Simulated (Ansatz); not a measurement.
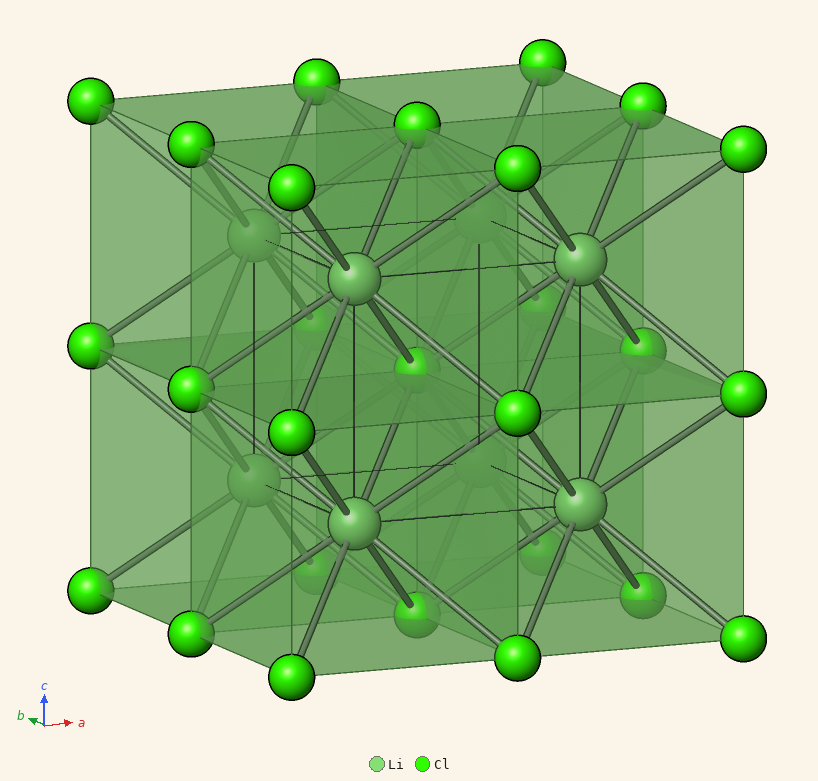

Structure drawing (polyhedral), viewed slightly off an axis. One unit cell is framed, with atoms on its boundary repeated. Some atoms of the next cells are drawn as well.

LiCl, a = 3.271 Å, b = 3.271 Å, c = 3.300 Å, α = 90.00°, β = 90.00°, γ = 90.00°. Strictly the space group is P4/mmm (No. 123, within 0.01 Å). It is a distorted form of a primitive cubic structure, space group Pm-3m (No. 221) within 0.25 Å: caesium chloride (CsCl, B2) type. Its origin is a structure type filled with these elements by a generator (whether the compound takes this form wasn't checked). The cell was then strained or its atoms displaced on purpose. A calculation with Ansatz used it as input.

This one geometry was computed with Ansatz (DFT, plane waves, PAW) at three levels of theory: PBE, HSE06 and r2SCAN. It was relaxed with r2SCAN and then strained.

Question: How does the band gap change with the level of theory?

Answer: PBE: a gap of 4.36 eV, indirect; r2SCAN: a gap of 5.19 eV, indirect; HSE06: a gap of 5.62 eV, indirect.

Question: Collect the results in a table.

Answer:
| level | cutoff (eV) | k-mesh of the run's cell | gap (eV) | pressure (GPa) |
| --- | --- | --- | --- | --- |
| PBE | 420 | 8×8×8 | 4.36 | 0.0 |
| HSE06 | 420 | 6×6×6 | 5.62 | -0.5 |
| r2SCAN | 500 | 8×8×8 | 5.19 | -0.3 |

Gaps are taken on the k-mesh or band path of each run.
